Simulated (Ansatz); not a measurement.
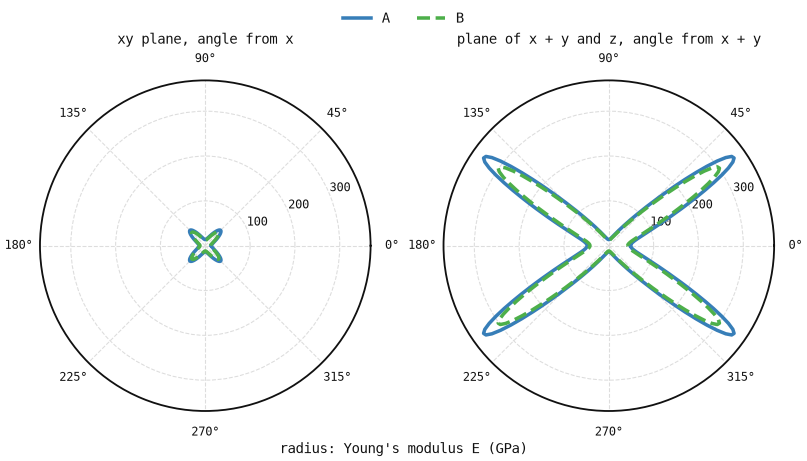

The figure compares two calculations of the directional Young's modulus. The first is for AlCu₃, space group Fm-3m (No. 225).

Structure:
```
CELL_PARAMETERS angstrom
0.00000 2.82914 2.82914
2.82914 0.00000 2.82914
2.82914 2.82914 0.00000
ATOMIC_POSITIONS crystal
Al 0.00000 0.00000 0.00000
Cu 0.50000 0.50000 0.50000
Cu 0.25000 0.25000 0.25000
Cu 0.75000 0.75000 0.75000
```

Method: elastic stress-strain coefficients at zero temperature from small strains of the given cell, Voigt order xx yy zz yz xz xy, Cartesian axes of the cell vectors; plane waves with PAW datasets, Γ-centred k mesh (Ansatz 0.2.0). Level: PBEsol, no spin polarisation.

- wave cutoff: 420 eV
- k mesh: 14×14×14
- occupations: Fermi–Dirac
- smearing width: 0.15 eV
- ions: relaxed
- strain amplitude: 0.005

In the second, the cell is expanded by 3.9 % in volume, to 11.77 Å³/atom. The second calculation uses k mesh 12×12×12.

Which of A and B is the second calculation, and what did the change do?

B. The bulk modulus falls from 196.7 to 165.2 GPa (−16 %), the shear modulus falls from 48.6 to 43.3 GPa (−11 %), the least Young's modulus over all directions falls from 13.5 to 11.8 GPa (−13 %) and the largest falls from 341.4 to 301.6 GPa (−12 %). The shift of the bulk modulus amounts to a Grüneisen parameter of 4.51.

For both, limits of the calculation: metal sensitive to the k mesh.
